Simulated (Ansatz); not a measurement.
## What a change does: single-point calculation on InSe

System: InSe (8 atoms in the cell).
Method of run A: DFT, PBE, plane waves, PAW, no spin polarisation (Ansatz 0.2.0).

The structure derives from an entry of the Crystallography Open Database. The geometry comes from this level: r2scan-rvv10 (a point of a series of volumes). Text and figures count atoms from 1; the logs count them from 0 in places.

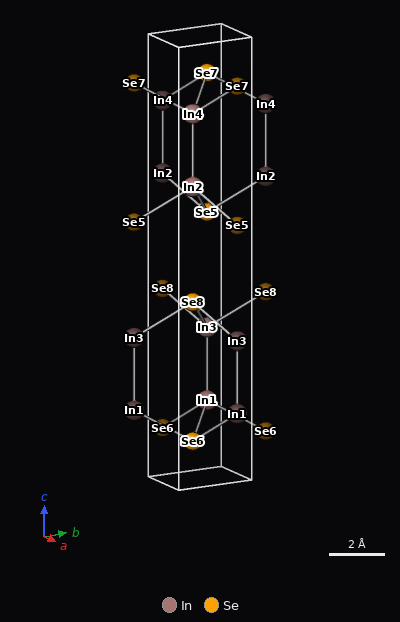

Figure 1. The structure (ball-and-stick view of the cell of the calculation, seen slightly off an axis; neighbours outside the cell are drawn fainter; atoms are numbered from 1 in the order of the input).

Input file, run A:
```yaml
crystal:
  lattice:
    - [3.9079707772, 0.0, 0.0]
    - [-1.9539853886, 3.3844019703, 0.0]
    - [0.0, 0.0, 16.4616625313]
  atoms:
    - { symbol: In, position: [0.3333333333, 0.6666666667, 0.1677023254] }
    - { symbol: In, position: [0.6666666667, 0.3333333333, 0.6677023254] }
    - { symbol: In, position: [0.3333333333, 0.6666666667, 0.3322976746] }
    - { symbol: In, position: [0.6666666667, 0.3333333333, 0.8322976746] }
    - { symbol: Se, position: [0.3333333333, 0.6666666667, 0.5927860086] }
    - { symbol: Se, position: [0.6666666667, 0.3333333333, 0.0927860086] }
    - { symbol: Se, position: [0.3333333333, 0.6666666667, 0.9072139914] }
    - { symbol: Se, position: [0.6666666667, 0.3333333333, 0.4072139914] }
kpoints:
  mp_grid: { grid: [6, 6, 1] }
hamiltonian:
  xc: pbe
scf:
  occupations: { method: fermi_dirac, width: 0.02 }
  n_extra_bands: 6
output:
  forces: true
  stress: true
  eigenvalues: true
basis:
  ecutwfc: 260
```

Command:
```bash
ansatz run input.yaml --threads 2 --pin off --max-ram 3686MiB --backend cpu --events-out ev --progress --plain --runs-dir out
```

Hardware: 2 threads of Arm Neoverse N1, 24 GiB of memory available, shared host.

Output, shortened to warnings, some set-up lines, iterations and results (run A):
```
Warning: basis.ecutwfc = 260 eV is below the records' recommended 420 eV, and the density's cutoff is lower with it unless basis.ecutrho_ratio is high enough to keep the records' density cutoff: compare with a run at a higher cutoff
Basis set: ecut = 260 eV, 2059 PW (Γ), exchange–correlation on 48×48×180 points (8 copies of the dense FFT grid, shifted against one another)
Symmetry: 24 space group operations
k-points: 7 of 36
Initial density: superposition of atomic densities (neutral atoms: chi_scale 0, normalization atom), corrected by the library's trained network
[...]
SCF iter   1: F=—  HF=-44267.952203 eV  |F-HF|=—  |Δ(HF+E_count)|=         —  Δρ=1.07e-2  dr2=9.86e-2  ethr=1.77e-3  ⟨swp⟩=6.1  Hψ=1802  notcnv=0
SCF iter   2: F=—  HF=-44267.816054 eV  |F-HF|=—  |Δ(HF+E_count)|=   1.36e-1  Δρ=4.26e-3  dr2=1.38e-2  ethr=8.50e-5  ⟨swp⟩=2.1  Hψ=982  notcnv=0  defer=13
SCF iter   3: F=—  HF=-44267.811181 eV  |F-HF|=—  |Δ(HF+E_count)|=   4.87e-3  Δρ=1.34e-3  dr2=2.13e-3  ethr=1.19e-5  ⟨swp⟩=2.0  Hψ=870  notcnv=0  defer=13
SCF iter   4: F=—  HF=-44267.811057 eV  |F-HF|=—  |Δ(HF+E_count)|=   1.24e-4  Δρ=3.52e-4  dr2=2.12e-4  ethr=1.84e-6  ⟨swp⟩=2.0  Hψ=533  notcnv=0  defer=13
SCF iter   5: F=—  HF=-44267.811024 eV  |F-HF|=—  |Δ(HF+E_count)|=   3.28e-5  Δρ=5.27e-5  dr2=5.54e-6  ethr=1.83e-7  ⟨swp⟩=2.0  Hψ=561  notcnv=0  defer=13
SCF iter   6: F=—  HF=-44267.810870 eV  |F-HF|=—  |Δ(HF+E_count)|=   1.54e-4  Δρ=1.40e-5  dr2=5.95e-7  ethr=4.77e-9  ⟨swp⟩=2.0  Hψ=841  notcnv=0  defer=13
SCF iter   7: F=-44267.810871 eV  HF=-44267.810871 eV  |F-HF|=1.09e-7  |Δ(HF+E_count)|=   6.44e-7  Δρ=4.74e-6  dr2=9.83e-8  ethr=8.62e-11  ⟨swp⟩=8.0  Hψ=1880  notcnv=0
SCF 1 converged in 7 iterations: F = -44267.810871 eV  dr2 = 9.83e-8
SCF converged after 7 iterations
Free energy (F): -44267.810871 eV
Harris-Foulkes:  -44267.810871 eV  (|F-HF|=1.09e-7)
Internal energy: -44267.810871 eV  (E = F + TS)
E sigma→0 (E₀):  -44267.810871 eV
Fermi energy:    8.584956 eV
--- Per-component energies (eV) ---
  E_band       = -1762.124363
  E_kinetic    = 1479.744486
  E_local      = -15448.457832  (includes V_loc(G=0)·N_el)
  E_nonlocal   = -908.202526
  E_hartree    = 7154.721236
  E_xc         = -1287.245956
  E_vxc        = -801.097013  (∫ρ·V_xc dr)
  E_paw        = -24285.582738  (= ΣΔE_a)
  E_vpaw       = -393.537442  (= ΣTr[D̂ρ^β])
  E_aug_tail   = -0.032923  (compensation charges beyond the density's cutoff)
  E_ewald      = -10972.754618
  E_smearing   = -0.000000  (= −TS)
  E_closure    = -0.000000  (closes the sum)
  Σ components = -44267.810871   (vs F -44267.810871, Δ=0.00e0)
--- Forces (eV/Å), atoms counted from 1 ---
  atom   1  In    -0.00000000    -0.00000000     0.39305015
  atom   2  In    -0.00000000     0.00000000     0.39305015
  atom   3  In     0.00000000    -0.00000000    -0.39305015
  atom   4  In     0.00000000     0.00000000    -0.39305015
  atom   5  Se     0.00000000    -0.00000000    -0.87525112
  atom   6  Se     0.00000000     0.00000000    -0.87525112
  atom   7  Se    -0.00000000    -0.00000000     0.87525112
  atom   8  Se    -0.00000000     0.00000000     0.87525112
  max |Σ_I F_I| component: 2.22e-16 eV/Å
--- Stress (GPa, compression-positive) ---
        8.212638      -0.000000      -0.000000
       -0.000000       8.212638      -0.000000
       -0.000000      -0.000000       7.837983
  P = ⅓ Tr σ = 8.0878 GPa (80.878 kbar)
```

The input of run B differs as follows (lines with − go, lines with + come):
```diff
-    - [3.9079707772, 0.0, 0.0]
-    - [-1.9539853886, 3.3844019703, 0.0]
-    - [0.0, 0.0, 16.4616625313]
+    - [4.1225248631, 0.0, 0.0]
+    - [-2.0612624315, 3.5702112592, 0.0]
+    - [0.0, 0.0, 17.365435143]
```

Predict how the results change.

With the same functional and potentials, run B lies 76.6 meV per atom lower. The gap on the mesh goes from 0.67 to 0.24 eV. The pressure goes from 8.09 to −0.92 GPa. The largest force goes from 0.875 to 0.316 eV/Å. The volume per atom goes from 27.22 to 31.95 Å³. The SCF takes 8 iterations against 7. The plane waves at Γ go from 2059 to 2457.

Output, shortened to warnings, some set-up lines, iterations and results (run B):
```
Warning: basis.ecutwfc = 260 eV is below the records' recommended 420 eV, and the density's cutoff is lower with it unless basis.ecutrho_ratio is high enough to keep the records' density cutoff: compare with a run at a higher cutoff
Basis set: ecut = 260 eV, 2457 PW (Γ), exchange–correlation on 48×48×192 points (8 copies of the dense FFT grid, shifted against one another)
Symmetry: 24 space group operations
k-points: 7 of 36
Initial density: superposition of atomic densities (neutral atoms: chi_scale 0, normalization atom), corrected by the library's trained network
[...]
SCF iter   1: F=—  HF=-44268.566864 eV  |F-HF|=—  |Δ(HF+E_count)|=         —  Δρ=9.95e-3  dr2=9.49e-2  ethr=1.77e-3  ⟨swp⟩=6.1  Hψ=1635  notcnv=0
SCF iter   2: F=—  HF=-44268.428560 eV  |F-HF|=—  |Δ(HF+E_count)|=   1.38e-1  Δρ=3.91e-3  dr2=1.51e-2  ethr=8.18e-5  ⟨swp⟩=2.0  Hψ=981  notcnv=0  defer=13
SCF iter   3: F=—  HF=-44268.423594 eV  |F-HF|=—  |Δ(HF+E_count)|=   4.97e-3  Δρ=1.22e-3  dr2=2.27e-3  ethr=1.30e-5  ⟨swp⟩=2.0  Hψ=870  notcnv=0  defer=13
SCF iter   4: F=—  HF=-44268.423533 eV  |F-HF|=—  |Δ(HF+E_count)|=   6.10e-5  Δρ=3.58e-4  dr2=3.32e-4  ethr=1.96e-6  ⟨swp⟩=2.0  Hψ=533  notcnv=0  defer=13
SCF iter   5: F=—  HF=-44268.423499 eV  |F-HF|=—  |Δ(HF+E_count)|=   3.40e-5  Δρ=5.41e-5  dr2=8.45e-6  ethr=2.86e-7  ⟨swp⟩=2.0  Hψ=551  notcnv=0  defer=13
SCF iter   6: F=—  HF=-44268.423390 eV  |F-HF|=—  |Δ(HF+E_count)|=   1.09e-4  Δρ=1.58e-5  dr2=1.08e-6  ethr=7.28e-9  ⟨swp⟩=3.0  Hψ=810  notcnv=0  defer=13
SCF iter   7: F=—  HF=-44268.423392 eV  |F-HF|=—  |Δ(HF+E_count)|=   1.11e-6  Δρ=5.17e-6  dr2=1.45e-7  ethr=9.31e-10  ⟨swp⟩=2.0  Hψ=687  notcnv=0  defer=13
SCF iter   8: F=-44268.423392 eV  HF=-44268.423392 eV  |F-HF|=2.50e-9  |Δ(HF+E_count)|=   1.85e-7  Δρ=9.20e-7  dr2=2.51e-9  ethr=8.62e-11  ⟨swp⟩=8.0  Hψ=1566  notcnv=0
SCF 1 converged in 8 iterations: F = -44268.423392 eV  dr2 = 2.51e-9
SCF converged after 8 iterations
Free energy (F): -44268.423392 eV
Harris-Foulkes:  -44268.423392 eV  (|F-HF|=2.50e-9)
Internal energy: -44268.423355 eV  (E = F + TS)
E sigma→0 (E₀):  -44268.423374 eV
Entropy (-TS):   -0.000036 eV (-0.005 meV/atom)
Fermi energy:    6.256362 eV
--- Per-component energies (eV) ---
  E_band       = -1965.172730
  E_kinetic    = 1462.187449
  E_local      = -16378.174731  (includes V_loc(G=0)·N_el)
  E_nonlocal   = -907.060376
  E_hartree    = 7522.489107
  E_xc         = -1279.244171
  E_vxc        = -790.148124  (∫ρ·V_xc dr)
  E_paw        = -24286.902783  (= ΣΔE_a)
  E_vpaw       = -396.922216  (= ΣTr[D̂ρ^β])
  E_aug_tail   = -0.033006  (compensation charges beyond the density's cutoff)
  E_ewald      = -10401.684845
  E_smearing   = -0.000036  (= −TS)
  E_closure    = -0.000000  (closes the sum)
  Σ components = -44268.423392   (vs F -44268.423392, Δ=0.00e0)
--- Forces (eV/Å), atoms counted from 1 ---
  atom   1  In    -0.00000000     0.00000000    -0.14864830
  atom   2  In     0.00000000    -0.00000000    -0.14864830
  atom   3  In    -0.00000000     0.00000000     0.14864830
  atom   4  In     0.00000000    -0.00000000     0.14864830
  atom   5  Se    -0.00000000     0.00000000     0.31622080
  atom   6  Se     0.00000000    -0.00000000     0.31622080
  atom   7  Se    -0.00000000     0.00000000    -0.31622080
  atom   8  Se     0.00000000    -0.00000000    -0.31622080
  max |Σ_I F_I| component: 5.55e-17 eV/Å
--- Stress (GPa, compression-positive) ---
       -1.069555       0.000000       0.000000
        0.000000      -1.069555       0.000000
        0.000000       0.000000      -0.611574
  P = ⅓ Tr σ = -0.9169 GPa (-9.169 kbar)
```

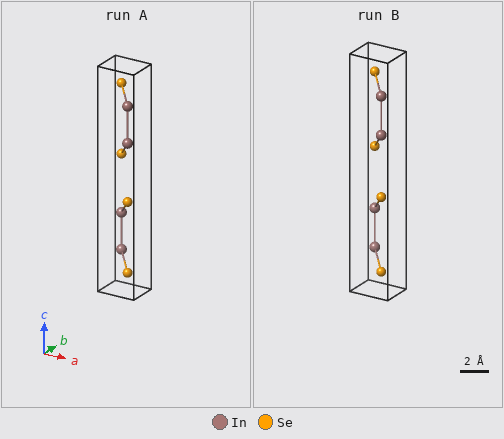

Figure 2. The two input geometries at one scale (ball-and-stick view of the cell of the calculation, seen slightly off an axis). No atom moves by more than 0.005 Å relative to the cell. Cell: a = b 3.908 → 4.123 Å (+5.5 %), c 16.462 → 17.365 Å (+5.5 %). Volume +17.4 %. Among the contacts that change: In–In 2.710 → 2.858 Å, In–Se 2.571 → 2.712 Å.

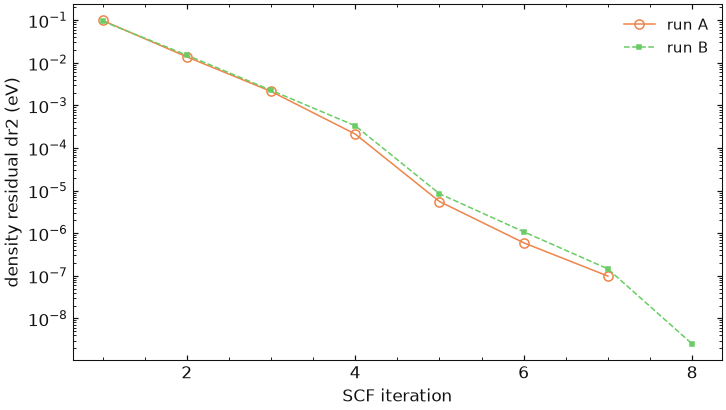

Figure 3. Convergence of the two runs: density residual dr2 against the SCF iteration. Run A takes 7 iterations in all, and run B takes 8.

The two runs side by side:

```csv
quantity,run A,run B
outcome,converged,converged
free energy per atom (eV),−5533.4764,−5533.5529
gap on the mesh (eV),0.67,0.24
pressure (GPa),8.09,−0.92
volume per atom (Å³),27.22,31.95
largest force (eV/Å),0.875,0.316
SCF iterations,7,8
irreducible k-points,7,7
plane waves at Γ,2059,2457
wall time (shared host),2.8 s,3.1 s
```

For both runs: Warnings: the cutoff is below the recommended one.
